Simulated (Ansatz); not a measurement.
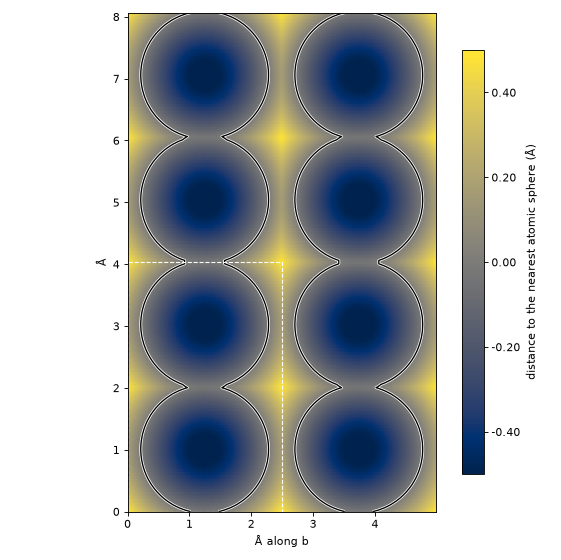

Map of the distance to the nearest atomic sphere in Co in space group P6_3/mmc, computed on the section x = 0.000 (parallel to b and c; the dashed line is one cell). The black line marks the spheres' surfaces; positive values are empty space; unlabelled circles belong to atoms above or below the section.

Hard-sphere model; covalent radii (Cordero): Co 1.26 Å.

Source of the atomic positions: the geometry relaxed with DFT PBE, scalar-relativistic, plane waves, PAW in Ansatz.

```xyz
2
Lattice="2.4921 0.0000 0.0000 -1.2461 2.1583 0.0000 0.0000 0.0000 4.0337" Properties=species:S:1:pos:R:3 pbc="T T T"
Co    1.2461    0.7194    1.0084
Co    0.0000    1.4388    3.0253
```

Where is the largest hole in this section, and how large is it?

At 0.000, 0.000, 0.000 (fractional), where the distance reaches 0.50 Å; it is enclosed by 6 Co in an octahedral arrangement. It is the largest hole of the crystal.

How much of the crystal lies outside the spheres?

About 23 % of the cell's volume, and 34 % of this section's area.

What can pass through?

The largest sphere that fits anywhere has a diameter of 0.99 Å; the largest that can travel through the crystal, about 0.4 Å.
